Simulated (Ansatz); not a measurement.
**Ge: density, localisation and related maps**

Input file:

```
crystal:
  lattice:
    - [2.8375026867, -2.8375026867, 0.0]
    - [2.8375026867, 0.0, -2.8375026867]
    - [6.8100064481, 4.5400042987, 5.6750053734]
  atoms:
    - { symbol: Ge, position: [0.4500133333, 0.6666666667, 0.5416333333] }
    - { symbol: Ge, position: [0.91668, 0.0, 0.2083] }
    - { symbol: Ge, position: [-0.0166533333, 0.3333333333, 0.8749666667] }
    - { symbol: Ge, position: [0.3500133333, 0.6666666667, 0.7916333333] }
    - { symbol: Ge, position: [0.81668, 0.0, 0.4583] }
    - { symbol: Ge, position: [0.2833466667, 0.3333333333, 0.1249666667] }
basis:
  ecutwfc: 500
kpoints:
  mp_grid: { grid: [10, 10, 4] }
hamiltonian:
  xc: r2scan
scf:
  occupations: { method: gaussian, width: 0.03 }
output:
  forces: true
  stress: true
  eigenvalues: true
  write_density: true
  write_potential: true
  elf: true
  volumetric_format: npy
```

Run with:

```sh
ansatz run input.yaml --threads 2 --pin off --max-ram 5120MiB --backend cpu --events-out ev --progress --plain --runs-dir out
```

Below, planes, directions and counts refer to the conventional cell (a = 4.01 Å, b = 4.01 Å, c = 9.96 Å, α = 85.38°, β = 80.73°, γ = 60.00°).

Space group P-1; not relaxed (largest force 0.9 eV/Å).

All numbers below come from Ansatz 0.2.0, DFT r2SCAN, scalar-relativistic, plane waves, PAW.

In a PAW calculation such maps are meaningful between the atoms, not at the nuclei.

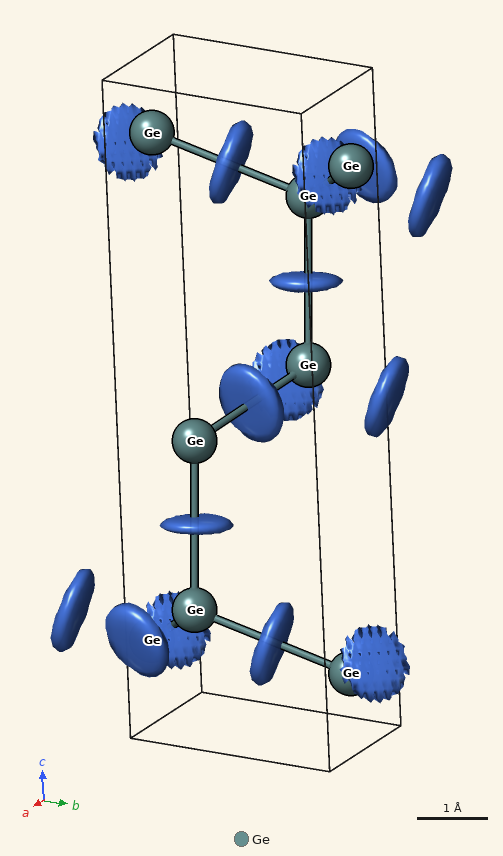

Figure 1. Isosurface of the electron localisation function at 0.7 (blue), seen slightly off an axis. Only the valence region is drawn (cores and ρ < 0.01 e/Å³ removed). Sticks mark near contacts.

Question: Where are the electrons localised?

Answer: The surface consists of eleven regions between bonded Ge–Ge atoms, counted in one cell of 6 atoms. Any copies at cell faces, edges or corners count once. Profiles from the grid: Ge–Ge (2.46 Å): the ELF peaks at about 0.75 between the atoms.

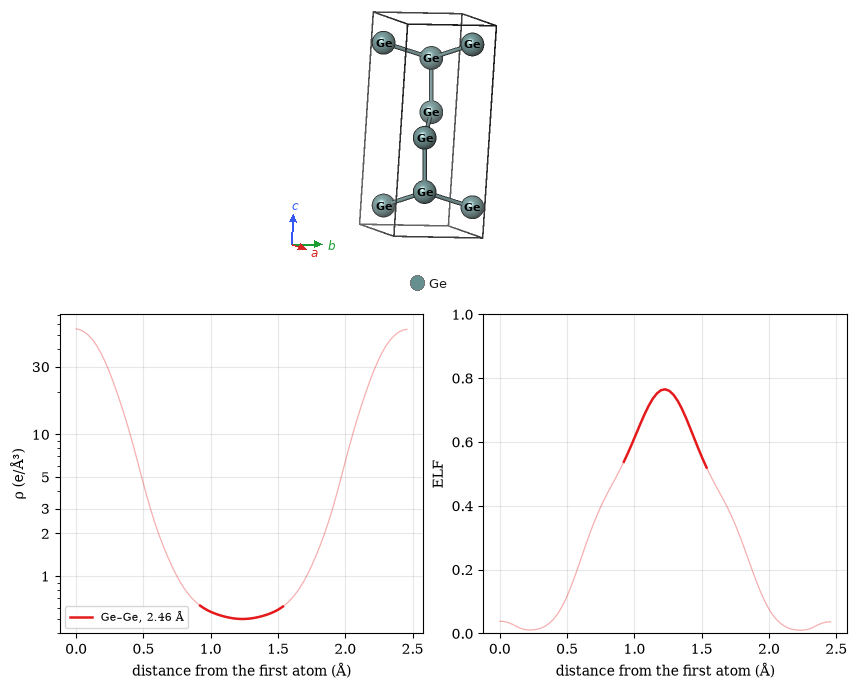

Figure 2. Valence electron density and electron localisation function along straight lines between neighbouring atoms. Thin, pale parts lie inside the atomic spheres. The structure is drawn too.

Question: What can be read from the curves?

Answer: Ge–Ge (2.46 Å): ρ is about 0.5 e/Å³ halfway; the ELF peaks at about 0.75 between the atoms.

Question: Does the calculation make it a metal, or give it a gap?

Answer: It is gapless in this calculation (a metal or semimetal).
